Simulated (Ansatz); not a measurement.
# Cobalt, dhcp under LDA: from relaxation to bulk modulus, part 1 of 2

What does LDA give for cobalt in the dhcp structure? We relax it, solve it on a dense k-mesh, then scale the cell to 7 volumes from 88 to 112 % of the relaxed one and try a fit of the equation of state. The start is ferromagnetic. The k-meshes are 14×14×4 for the relaxation; 20×20×6 for the dense run; 17×17×5 for the volumes.

Method: DFT LDA (PW92), plane waves (420 eV) with PAW, scalar-relativistic; the PAW data stem from PBE, with regenerated cores, in Ansatz 0.2.0.

### 1 The system as given

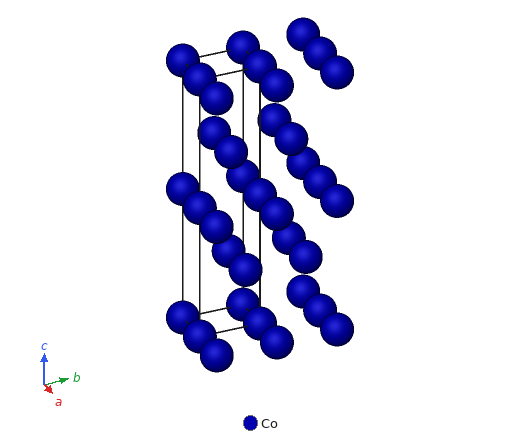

Start, viewed slightly off an axis; cobalt blue. 2×2×1 cells are drawn. Any atoms on the faces are drawn again on the opposite ones.

Structure file:

```xyz
4
Lattice="2.5019 0.0000 0.0000 -1.2509 2.1667 0.0000 0.0000 0.0000 8.1712" Properties=species:S:1:pos:R:3 pbc="T T T"
Co    0.0000    0.0000    0.0000
Co    0.0000    0.0000    4.0856
Co    0.0000    1.4445    2.0428
Co    1.2509    0.7222    6.1284
```

The atoms start with moments of +1.7 ×4 μB.

### 2 Relaxing cell and atoms

File input.yaml:

```yaml
crystal:
  lattice:
    - [2.5018845205, 0.0, 0.0]
    - [-1.2509422603, 2.1666955521, 0.0]
    - [0.0, 0.0, 8.1711548441]
  atoms:
    - { symbol: Co, position: [0.0, 0.0, 0.0], spin: 1.7 }
    - { symbol: Co, position: [0.0, 0.0, 0.5], spin: 1.7 }
    - { symbol: Co, position: [0.3333333333, 0.6666666667, 0.25], spin: 1.7 }
    - { symbol: Co, position: [0.6666666667, 0.3333333333, 0.75], spin: 1.7 }
hamiltonian:
  xc: lda
  pseudopotentials:
    kind: paw
    azcp:
      Co: "pseudopotentials/Co.paw.azcp"
basis:
  ecutwfc: 420
  fft_grid_basis: typed
kpoints:
  mp_grid: { grid: [14, 14, 4], shift: [0, 0, 0] }
magnetization:
  spin_polarized: true
scf:
  occupations: { method: fermi_dirac, width: 0.05 }
relax:
  max_steps: 60
  f_tol: 0.01
  cell: {}
```

Log:

```text
Warning: <dir> the record states the generating functional pbe (its physics header spells it `PBE`), which answers neither for hamiltonian.xc's functional nor for the lda family's — results may be inconsistent (PPs are generated against a specific XC)
Warning: RAYON_NUM_THREADS=2 ignored (pool sized by the plan → 2); use --threads N
Engine: ansatz 0.2.0, aarch64-unknown-linux-gnu
Pseudopotentials: kind: paw
Pseudopotential: Co, paw, valence charge 17, recommended cutoff 420 eV (normal), <dir>
Functional definition: SPW92
  exchange = slater_x
  correlation = pw_c
Crystal: 4 atoms, lattice volume = 44.294 Å³
Basis set: ecut = 420 eV, 861 PW (Γ)
Bands: 45, of which v1, the nominal top of the filled ones, is band 34 counted from 1 (33 counted from 0)
Symmetry: 24 space group operations
Space group: P63/mmc (ITA 194), of the structure as read, at distance tolerance 3.5e-5 Å
Magnetic group: BNS 194.263 (UNI 1493), of the structure as read, at distance tolerance 3.5e-5 Å
k-points: 72 of 784
Non-local potential: Co, projectors of the file, l = 0: 3, l = 1: 2, l = 2: 3, l = 3: 1
PAW form: soft (Blöchl's): semilocal exchange-correlation on the pseudo side does not see the compensation charge
PAW frozen core: Co, regenerated for the run's functional, and the local potential with it (the file was generated under x = pbe(κ = 0.804, μ = 0.2195149727645171), c = pbe(β = 0.06672455060314922))
PAW one-centre angular grid: Co, 590 points (default); XC on 64 Gauss nodes
Initial density: superposition of atomic densities (chi_scale 0.1, normalization cell)
Starting moments: Σ|m| = 6.8 μB on 4 of 4 sites
Initial wavefunctions: pseudopotential atomic-orbital guess
Functional: x = slater, c = lda
SCF iter   1: F=—  HF=-20249.815765 eV  |F-HF|=—  |Δ(HF+E_count)|=         —  Δρ=1.06e-1 (↑4.26e-2 ↓1.06e-1)  dr2=5.43e0  dr2_m=4.26e-1  M=6.575 μB ∫|m|=6.771 μB  β_m=0.30  ethr=3.10e-3  ⟨swp⟩=5.7  Hψ=21383  notcnv=0  defer=9
Mixer restart at iter 1: flushing history
preconditioner: auto → Kerker (q_TF=auto, 2.930 Å⁻¹)  [metal: Δε(μ)=0.005 eV  Ē_g=8.215 eV  σ=0.050 eV  W_gap=0.02  n_scr=12 (ndim 8)  ℏωp=33.5 eV  f_vac=0.000  D(μ)=4.35/eV (n_scr^D=52)]
spin=Collinear: Kerker preconditioning applied to the charge; magnetization (m = ρ↑ − ρ↓) channel mixes plain (no charge-response kernel on spin).
SCF iter   2: F=—  HF=-20248.029347 eV  |F-HF|=—  |Δ(HF+E_count)|=    1.79e0  Δρ=4.64e-2 (↑1.75e-2 ↓4.64e-2)  dr2=3.37e-1  dr2_m=3.91e-1  M=6.678 μB ∫|m|=6.926 μB  β_m=0.37  ethr=3.10e-3  ⟨swp⟩=2.1  Hψ=10938  notcnv=0  defer=349
SCF iter   3: F=—  HF=-20249.255819 eV  |F-HF|=—  |Δ(HF+E_count)|=    1.23e0  Δρ=2.52e-2 (↑2.52e-2 ↓1.51e-2)  dr2=2.49e-2  dr2_m=1.57e-1  M=6.670 μB ∫|m|=6.983 μB  β_m=0.62  ethr=4.96e-4  ⟨swp⟩=2.1  Hψ=8318  notcnv=0  defer=352
SCF iter   4: F=—  HF=-20250.541635 eV  |F-HF|=—  |Δ(HF+E_count)|=         —  Δρ=1.76e-2 (↑1.76e-2 ↓9.47e-3)  dr2=1.88e-1  dr2_m=7.58e-3  M=6.553 μB ∫|m|=6.954 μB  β_m=0.62  ethr=3.67e-5  ⟨swp⟩=2.3  Hψ=12764  notcnv=0  defer=352
Mixer restart at iter 4: flushing history
SCF iter   5: F=—  HF=-20250.723115 eV  |F-HF|=—  |Δ(HF+E_count)|=   1.81e-1  Δρ=5.32e-3 (↑5.32e-3 ↓3.55e-3)  dr2=6.88e-3  dr2_m=3.40e-3  M=6.444 μB ∫|m|=6.868 μB  β_m=0.59  ethr=3.67e-5  ⟨swp⟩=2.4  Hψ=12859  notcnv=0  defer=350
SCF iter   6: F=—  HF=-20250.727271 eV  |F-HF|=—  |Δ(HF+E_count)|=   4.16e-3  Δρ=5.82e-3 (↑3.45e-3 ↓5.82e-3)  dr2=2.75e-2  dr2_m=1.17e-3  M=6.424 μB ∫|m|=6.858 μB  β_m=0.78  ethr=1.01e-5  ⟨swp⟩=2.0  Hψ=13328  notcnv=0  defer=348
SCF iter   7: F=—  HF=-20250.735835 eV  |F-HF|=—  |Δ(HF+E_count)|=   8.56e-3  Δρ=4.83e-3 (↑4.83e-3 ↓4.35e-3)  dr2=1.70e-2  dr2_m=4.35e-5  M=6.365 μB ∫|m|=6.811 μB  β_m=0.75  ethr=1.01e-5  ⟨swp⟩=2.0  Hψ=12638  notcnv=0  defer=348
SCF iter   8: F=—  HF=-20250.735841 eV  |F-HF|=—  |Δ(HF+E_count)|=   5.46e-6  Δρ=2.41e-3 (↑2.41e-3 ↓1.88e-3)  dr2=3.65e-3  dr2_m=3.70e-5  M=6.375 μB ∫|m|=6.821 μB  β_m=0.87  ethr=1.01e-5  ⟨swp⟩=2.0  Hψ=10727  notcnv=0  defer=333
SCF iter   9: F=—  HF=-20250.736017 eV  |F-HF|=—  |Δ(HF+E_count)|=   1.77e-4  Δρ=6.38e-4 (↑6.38e-4 ↓6.35e-4)  dr2=3.40e-4  dr2_m=2.70e-5  M=6.383 μB ∫|m|=6.828 μB  β_m=0.74  ethr=5.36e-6  ⟨swp⟩=2.0  Hψ=10252  notcnv=0  defer=333
SCF iter  10: F=—  HF=-20250.735996 eV  |F-HF|=—  |Δ(HF+E_count)|=   2.07e-5  Δρ=2.05e-4 (↑8.26e-5 ↓2.05e-4)  dr2=1.62e-5  dr2_m=3.99e-6  M=6.385 μB ∫|m|=6.829 μB  β_m=0.87  ethr=5.00e-7  ⟨swp⟩=2.2  Hψ=11080  notcnv=0  defer=333
SCF iter  11: F=—  HF=-20250.735993 eV  |F-HF|=—  |Δ(HF+E_count)|=   3.12e-6  Δρ=2.65e-5 (↑2.65e-5 ↓1.67e-5)  dr2=3.71e-7  dr2_m=4.45e-8  M=6.384 μB ∫|m|=6.828 μB  β_m=0.92  ethr=2.38e-8  ⟨swp⟩=2.0  Hψ=8628  notcnv=0  defer=333
SCF iter  12: F=—  HF=-20250.735993 eV  |F-HF|=—  |Δ(HF+E_count)|=   5.36e-8  Δρ=3.35e-5 (↑1.40e-5 ↓3.35e-5)  dr2=6.90e-7  dr2_m=4.45e-8  M=6.384 μB ∫|m|=6.828 μB  β_m=0.92  ethr=5.45e-10  ⟨swp⟩=2.6  Hψ=10454  notcnv=0  defer=333
SCF iter  13: F=—  HF=-20250.735993 eV  |F-HF|=—  |Δ(HF+E_count)|=   8.19e-9  Δρ=1.08e-5 (↑7.95e-6 ↓1.08e-5)  dr2=9.92e-8  dr2_m=1.81e-9  M=6.384 μB ∫|m|=6.828 μB  β_m=0.87  ethr=5.45e-10  ⟨swp⟩=1.8  Hψ=7544  notcnv=0  defer=333
SCF iter  14: F=-20250.735993 eV  HF=-20250.735993 eV  |F-HF|=2.42e-8  |Δ(HF+E_count)|=   8.56e-9  Δρ=7.71e-6 (↑2.07e-6 ↓7.71e-6)  dr2=3.05e-8  dr2_m=3.54e-9  M=6.384 μB ∫|m|=6.828 μB  ethr=1.46e-10  ⟨swp⟩=2.3  Hψ=19262  notcnv=0
SCF 1 converged in 14 iterations: F = -20250.735993 eV  dr2 = 3.05e-8
relax step   1: F+E_penalty+E_count = -20250.73599334 eV  Δ(F+E_penalty+E_count) = +0.000e0 eV  max|allowed force component| = 3.065e-17 eV/Å  Δτ_max = 0.0000 Å  P = -21.375 GPa  Ω = 44.294 Å³  (14 SCF iters, dr2 threshold 1.00e-7 eV, accepted)
[... from here on, the SCF cycles and remarks between the steps are left out ...]
relax step   2: F+E_penalty+E_count = -20250.99559206 eV  Δ(F+E_penalty+E_count) = -2.596e-1 eV  max|allowed force component| = 3.238e-17 eV/Å  Δτ_max = 0.0000 Å  P = -10.050 GPa  Ω = 41.772 Å³  energy of the carried Pulay correction = +4.833e-3 eV  (10 SCF iters, dr2 threshold 4.00e-7 eV, accepted)
relax step   3: F+E_penalty+E_count = -20251.05014034 eV  Δ(F+E_penalty+E_count) = -5.455e-2 eV  max|allowed force component| = 1.793e-17 eV/Å  Δτ_max = 0.0000 Å  P = +2.681 GPa  Ω = 39.762 Å³  energy of the carried Pulay correction = +8.894e-3 eV  (10 SCF iters, dr2 threshold 4.00e-7 eV, accepted)
relax step   4: F+E_penalty+E_count = -20251.05245542 eV  Δ(F+E_penalty+E_count) = -2.315e-3 eV  max|allowed force component| = 1.850e-17 eV/Å  Δτ_max = 0.0000 Å  P = -0.201 GPa  Ω = 40.169 Å³  energy of the carried Pulay correction = +8.055e-3 eV  (9 SCF iters, dr2 threshold 4.00e-7 eV, accepted)
relax step   5: F+E_penalty+E_count = -20251.05253325 eV  Δ(F+E_penalty+E_count) = -7.783e-5 eV  max|allowed force component| = 1.388e-17 eV/Å  Δτ_max = 0.0000 Å  P = -0.001 GPa  Ω = 40.140 Å³  energy of the carried Pulay correction = +8.115e-3 eV  (7 SCF iters, dr2 threshold 1.18e-7 eV, accepted)
relax step   6: F+E_penalty+E_count = -20251.04817386 eV  Δ(F+E_penalty+E_count) = +4.359e-3 eV  max|allowed force component| = 8.674e-18 eV/Å  Δτ_max = 0.0000 Å  P = -0.232 GPa  Ω = 40.140 Å³  stress off target by 2.36e-1 GPa  SCF on the basis re-selected at this cell (its energy is not comparable with the rows above)  (12 SCF iters)
relax step   7: F+E_penalty+E_count = -20251.04826285 eV  Δ(F+E_penalty+E_count) = -8.899e-5 eV  max|allowed force component| = 3.238e-17 eV/Å  Δτ_max = 0.0000 Å  P = +0.001 GPa  Ω = 40.107 Å³  energy of the carried Pulay correction = +6.504e-5 eV  (7 SCF iters, dr2 threshold 1.40e-7 eV, accepted)
relax step   8: F+E_penalty+E_count = -20251.04822143 eV  Δ(F+E_penalty+E_count) = +4.142e-5 eV  max|allowed force component| = 2.776e-17 eV/Å  Δτ_max = 0.0000 Å  P = -0.001 GPa  Ω = 40.107 Å³  stress off target by 2.96e-3 GPa  SCF on the basis re-selected at this cell (its energy is not comparable with the rows above)  (8 SCF iters)
basis re-selected at this cell: Δ(F+E_penalty+E_count) = +4.142e-5 eV, ΔP = -0.002 GPa vs the last step (what re-selecting the basis moved, of the pressure what is left beyond the Pulay correction that the steps carried, after the strain that the cell walked since its last selection, with what the two solves' SCF thresholds leave and, on support functions, any second-order correction that the steps lacked; it is no measure of the basis error at this ecutwfc). This SCF's stress stands 2.96e-3 GPa from its target on what of the cell is left free (relax.cell.stress_tol is 5.00e-2 GPa) and its largest allowed force component is 2.78e-17 eV/Å (relax.f_tol is 1.00e-2 eV/Å): within both
SCF converged after 8 iterations
Magnetization: 6.1079 μB (37.0539 up, 30.9461 down)
Absolute magnetization: 6.4735 μB (∫|ρ↑−ρ↓|, with the PAW one-centre terms)
Spin contamination: 0.0610 ħ² per cell (⟨S²⟩ above its minimum at these occupations)
Per-site moments (μB) at R_I (Å): [(1.5592671107545726, 0.9958762710799104), (1.5592671107545724, 0.9958762710799102), (1.5789083320093085, 0.9958762710799104), (1.578908332009309, 0.9958762710799102)]
Free energy (F): -20251.048221 eV
Harris-Foulkes:  -20251.048221 eV  (|F-HF|=1.82e-11)
Internal energy: -20251.023417 eV  (E = F + TS)
E sigma→0 (E₀):  -20251.035819 eV
Entropy (-TS):   -0.024805 eV (-6.201 meV/atom)
Fermi energy:    20.121801 eV
--- Per-component energies (eV) ---
  E_band       = -871.171231
  E_kinetic    = 1825.460178
  E_local      = -10893.188908  (includes V_loc(G=0)·N_el)
  E_nonlocal   = 1836.987521
  E_hartree    = 4570.176814
  E_xc         = -634.054854
  E_vxc        = -823.190150  (∫ρ·V_xc dr)
  E_paw        = -5810.322635  (= ΣΔE_a)
  E_vpaw       = -1957.593738  (= ΣTr[D̂ρ^β])
  E_aug_tail   = 0.000127  (compensation charges beyond the density's cutoff)
  E_ewald      = -11147.754663
  E_core_change = 1.673002  (= ΣΔE_core)
  E_smearing   = -0.024805  (= −TS)
  E_closure    = 0.000000  (closes the sum)
  Σ components = -20251.048221   (vs F -20251.048221, Δ=0.00e0)
--- Forces (eV/Å), atoms counted from 1 ---
  atom   1  Co     0.00000000    -0.00000000    -0.00000000
  atom   2  Co     0.00000000    -0.00000000     0.00000000
  atom   3  Co     0.00000000    -0.00000000     0.00000000
  atom   4  Co    -0.00000000     0.00000000     0.00000000
  max |Σ_I F_I| component: 3.37e-29 eV/Å
--- Stress (GPa, compression-positive) ---
       -0.002964      -0.000000      -0.000000
       -0.000000      -0.002964       0.000000
       -0.000000       0.000000       0.001901
  P = ⅓ Tr σ = -0.0013 GPa (-0.013 kbar)
--- Relaxed structure (6 steps of the walk, 6 accepted, 2 SCFs on fresh bases) ---
  F+E_penalty+E_count = -20251.04822143 eV   max|allowed force component| = 2.776e-17 eV/Å   (the final SCF, on the basis selected at the relaxed cell)
  cell:  # Å, volume = 40.1067 Å³
    - [2.4266411241279897, 2.7999317435822705e-11, 0.0]
    - [-1.213320562088243, 2.1015328593488665, 0.0]
    - [0.0, 0.0, 7.864572695090961]
  atoms:
    - { symbol: Co, position: [-1.271555196382839e-34, 2.8146384878945223e-35, -1.1708206333649601e-35] }
    - { symbol: Co, position: [-1.3685440792737174e-34, 2.719153450544371e-35, 0.49999999999999994] }
    - { symbol: Co, position: [0.33333333333333326, 0.6666666666666667, 0.24999999999999997] }
    - { symbol: Co, position: [0.6666666666666666, 0.3333333333333333, 0.7499999999999998] }
```

Run time: 60 s. Hardware: 2 threads of an Arm CPU, shared host; peak memory 0.47 GiB.

The steps of the relaxation:

```tsv
step	energy change (meV/atom)	largest force (eV/Å)	pressure (GPa)	volume (Å³/atom)
1	0.00	0.0000	-21.38	11.074
2	-64.90	0.0000	-10.05	10.443
3	-78.54	0.0000	2.68	9.940
4	-79.12	0.0000	-0.20	10.042
5	-79.13	0.0000	0.00	10.035
6	-78.05	0.0000	-0.23	10.035
7	-78.07	0.0000	0.00	10.027
8	-78.06	0.0000	0.00	10.027
```

Steps that repeat a cell are solved on a basis chosen anew, so their changes of energy are no gain of the relaxation.

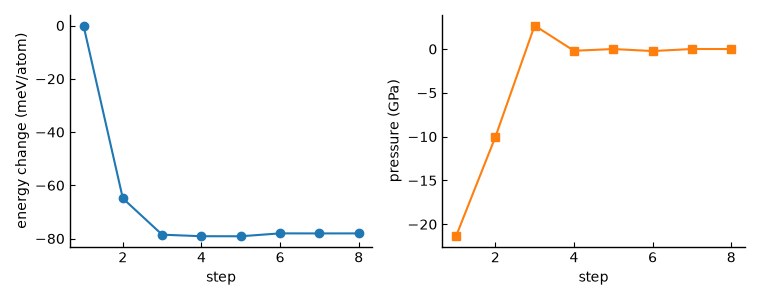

Energy and pressure over the accepted steps.

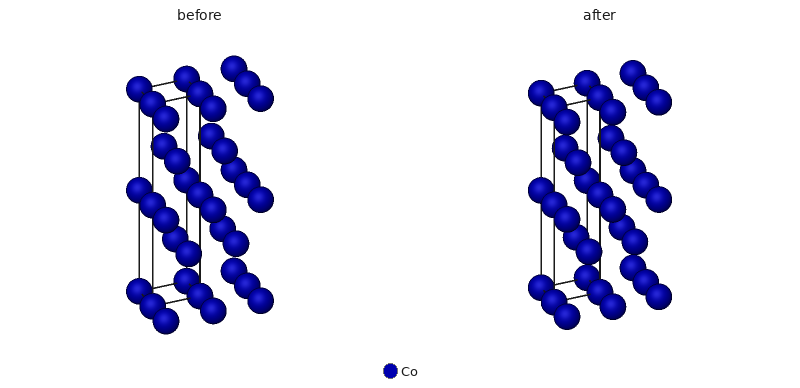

The structure before (left) and after (right), drawn at the same scale. The cells drawn are those of the first picture.

The cell of the run, before and after:

|  | before | after | change |
| --- | --- | --- | --- |
| a (Å) | 2.502 | 2.427 | -3.0 % |
| b (Å) | 2.502 | 2.427 | -3.0 % |
| c (Å) | 8.171 | 7.865 | -3.8 % |
| volume (Å³/atom) | 11.074 | 10.027 | -9.5 % |
| shortest distance (Å) | 2.502 | 2.414 | -3.5 % |
| space group (spins left aside) | P6_3/mmc | P6_3/mmc | same |

### 3 The energy on a finer k-mesh

File input.yaml:

```yaml
crystal:
  lattice:
    - [2.4266411241, 0.0, 0.0]
    - [-1.2133205621, 2.1015328593, 0.0]
    - [0.0, 0.0, 7.8645726951]
  atoms:
    - { symbol: Co, position: [1.0, 0.0, 1.0], spin: 1.559 }
    - { symbol: Co, position: [1.0, 0.0, 0.5], spin: 1.559 }
    - { symbol: Co, position: [0.3333333333, 0.6666666667, 0.25], spin: 1.579 }
    - { symbol: Co, position: [0.6666666667, 0.3333333333, 0.75], spin: 1.579 }
hamiltonian:
  xc: lda
  pseudopotentials:
    kind: paw
    azcp:
      Co: "pseudopotentials/Co.paw.azcp"
basis:
  ecutwfc: 420
  fft_grid_basis: typed
kpoints:
  mp_grid: { grid: [20, 20, 6], shift: [0, 0, 0] }
magnetization:
  spin_polarized: true
scf:
  occupations: { method: fermi_dirac, width: 0.05 }
```

Log, shortened:

```text
Warning: <dir> the record states the generating functional pbe (its physics header spells it `PBE`), which answers neither for hamiltonian.xc's functional nor for the lda family's — results may be inconsistent (PPs are generated against a specific XC)
Warning: RAYON_NUM_THREADS=2 ignored (pool sized by the plan → 2); use --threads N
[...]
[... 3 set-up lines as earlier in the session ...]
[...]
Crystal: 4 atoms, lattice volume = 40.107 Å³
Basis set: ecut = 420 eV, 753 PW (Γ)
Bands: 45, of which v1, the nominal top of the filled ones, is band 34 counted from 1 (33 counted from 0)
[... 1 set-up line as earlier in the session ...]
Space group: P63/mmc (ITA 194), of the structure as read, at distance tolerance 3.4e-5 Å
Magnetic group: BNS 194.263 (UNI 1493), of the structure as read, at distance tolerance 3.4e-5 Å
k-points: 176 of 2400
[...]
Starting moments: Σ|m| = 6.276 μB on 4 of 4 sites
[...]
SCF iter   1: F=—  HF=-20249.890791 eV  |F-HF|=—  |Δ(HF+E_count)|=         —  Δρ=1.13e-1 (↑6.50e-2 ↓1.13e-1)  dr2=6.99e0  dr2_m=2.33e-1  M=5.858 μB ∫|m|=6.008 μB  β_m=0.30  ethr=3.10e-3  ⟨swp⟩=5.7  Hψ=52727  notcnv=0  defer=17
[...]
SCF iter  14: F=-20251.041942 eV  HF=-20251.041942 eV  |F-HF|=1.38e-8  |Δ(HF+E_count)|=   3.72e-9  Δρ=4.98e-6 (↑1.27e-6 ↓4.98e-6)  dr2=1.53e-8  dr2_m=1.28e-9  M=6.194 μB ∫|m|=6.554 μB  ethr=3.76e-11  ⟨swp⟩=1.0  Hψ=33090  notcnv=0
[...]
SCF converged after 14 iterations
Magnetization: 6.1940 μB (37.0970 up, 30.9030 down)
Absolute magnetization: 6.5555 μB (∫|ρ↑−ρ↓|, with the PAW one-centre terms)
Spin contamination: 0.0617 ħ² per cell (⟨S²⟩ above its minimum at these occupations)
Per-site moments (μB) at R_I (Å): [(1.5800216704559398, 0.9958762710737192), (1.5800216704559407, 0.995876271073719), (1.6001098638343896, 0.9958762710737192), (1.6001098638343898, 0.995876271073719)]
Free energy (F): -20251.041942 eV
[...]
E sigma→0 (E₀):  -20251.026931 eV
Entropy (-TS):   -0.030023 eV (-7.506 meV/atom)
Fermi energy:    20.113159 eV
[...]
```

Wall time 25 s (2 threads of an Arm CPU, shared host); peak memory 0.75 GiB.

### 4 Volume × 0.88

File input.yaml:

```yaml
crystal:
  lattice:
    - [2.3254112936, 0.0, 0.0]
    - [-1.1627056468, 2.0138652545, 0.0]
    - [0.0, 0.0, 7.5364939557]
  atoms:
    - { symbol: Co, position: [1.0, 0.0, 1.0], spin: 1.58 }
    - { symbol: Co, position: [1.0, 0.0, 0.5], spin: 1.58 }
    - { symbol: Co, position: [0.3333333333, 0.6666666667, 0.25], spin: 1.6 }
    - { symbol: Co, position: [0.6666666667, 0.3333333333, 0.75], spin: 1.6 }
hamiltonian:
  xc: lda
  pseudopotentials:
    kind: paw
    azcp:
      Co: "pseudopotentials/Co.paw.azcp"
basis:
  ecutwfc: 420
  fft_grid_basis: typed
kpoints:
  mp_grid: { grid: [17, 17, 5], shift: [0, 0, 0] }
magnetization:
  spin_polarized: true
scf:
  occupations: { method: fermi_dirac, width: 0.05 }
  lower_state_search: "off"
output:
  stress: true
  write_density: true
  write_potential: true
  elf: true
  volumetric_format: npy
```

Log, shortened:

```text
Warning: <dir> the record states the generating functional pbe (its physics header spells it `PBE`), which answers neither for hamiltonian.xc's functional nor for the lda family's — results may be inconsistent (PPs are generated against a specific XC)
Warning: RAYON_NUM_THREADS=2 ignored (pool sized by the plan → 2); use --threads N
[...]
[... 3 set-up lines as earlier in the session ...]
[...]
Crystal: 4 atoms, lattice volume = 35.294 Å³
Basis set: ecut = 420 eV, 673 PW (Γ)
Bands: 45, of which v1, the nominal top of the filled ones, is band 34 counted from 1 (33 counted from 0)
[... 1 set-up line as earlier in the session ...]
Space group: P63/mmc (ITA 194), of the structure as read, at distance tolerance 3.3e-5 Å
Magnetic group: BNS 194.263 (UNI 1493), of the structure as read, at distance tolerance 3.3e-5 Å
k-points: 99 of 1445
[...]
Starting moments: Σ|m| = 6.36 μB on 4 of 4 sites
[...]
SCF iter  18: F=-20250.425857 eV  HF=-20250.425857 eV  |F-HF|=9.91e-9  |Δ(HF+E_count)|=   8.51e-9  Δρ=4.88e-6 (↑3.54e-6 ↓4.88e-6)  dr2=1.12e-8  dr2_m=2.04e-9  M=5.155 μB ∫|m|=5.399 μB  ethr=1.47e-10  ⟨swp⟩=11.4  Hψ=58057  notcnv=0
[...]
SCF converged after 18 iterations
Magnetization: 5.1555 μB (36.5777 up, 31.4223 down)
Absolute magnetization: 5.4018 μB (∫|ρ↑−ρ↓|, with the PAW one-centre terms)
Spin contamination: 0.0356 ħ² per cell (⟨S²⟩ above its minimum at these occupations)
Per-site moments (μB) at R_I (Å): [(1.3223235851219595, 0.9543322680812835), (1.3223235851219601, 0.9543322680812837), (1.3095198174484175, 0.9543322680812837), (1.3095198174484173, 0.9543322680812835)]
Free energy (F): -20250.425857 eV
[...]
E sigma→0 (E₀):  -20250.399732 eV
Entropy (-TS):   -0.052250 eV (-13.063 meV/atom)
Fermi energy:    23.424286 eV
[...]
--- Stress (GPa, compression-positive) ---
       44.735496      -0.000000       0.000000
       -0.000000      44.735496       0.000000
        0.000000       0.000000      44.273036
  P = ⅓ Tr σ = 44.5813 GPa (445.813 kbar)
--- Band table (eV; the first three rows and the last of 198) ---
[...]
```

Run time: 15 s. Hardware: 2 threads of an Arm CPU, shared host; peak memory 0.46 GiB.

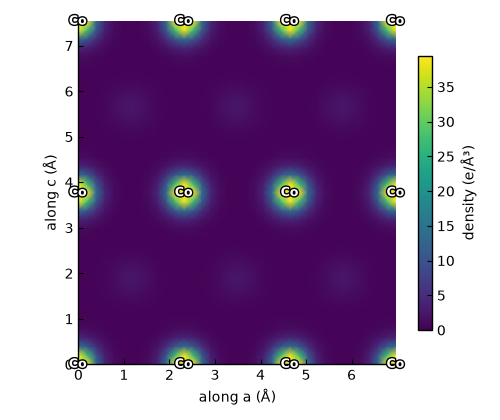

Density in a lattice plane of the grid's cell (edges 2.33 and 7.54 Å, at 0.000 of the third edge), which holds Co. Only atoms in the plane are labelled; the density scale stops at 39.50 e/Å³. It is the smooth density of the valence electrons, not physical close to the nuclei.

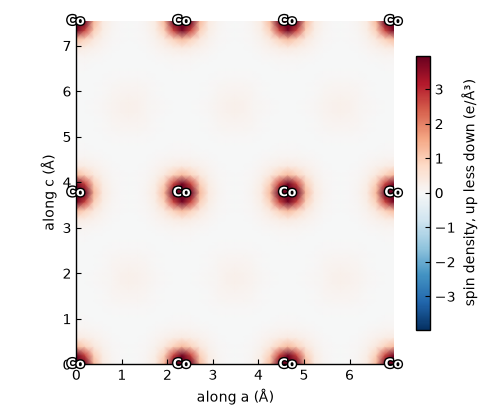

Spin density in a lattice plane of the grid's cell (edges 2.33 and 7.54 Å, at 0.000 of the third edge), which holds Co.

(Continued in part 2 of 2.)
